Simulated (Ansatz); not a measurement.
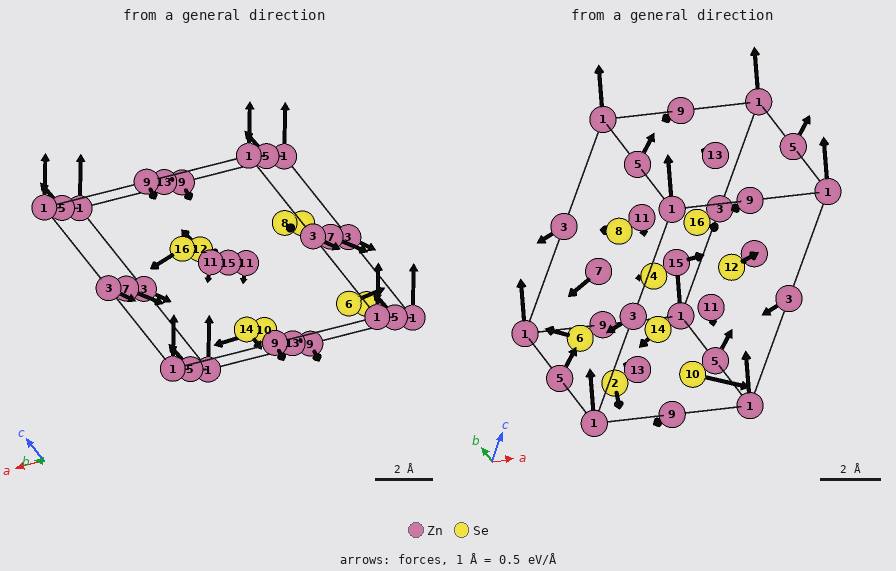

The crystal in a spheres-only representation, seen from two general directions. One simulation cell is framed, with atoms on its boundary repeated. The arrows are the computed forces on the atoms.

System: ZnSe. All computed values are from DFT, PBE, plane waves, PAW in Ansatz 0.2.0. Settings: a basis cut at 420 eV, k-grid 2×2×2, Fermi-Dirac smearing of 0.02 eV, no spin polarisation.

Could this be the end point of a relaxation?

No. The atoms still feel forces of up to about 0.79 eV/Å, far above a usual threshold of 0.01 to 0.03 eV/Å.

The structure was taken from a structure type filled with these elements by a generator (whether the compound takes this form wasn't checked). Earlier steps of the study may have refined or changed the cell and positions. Ansatz was used for an electronic-structure calculation on it.
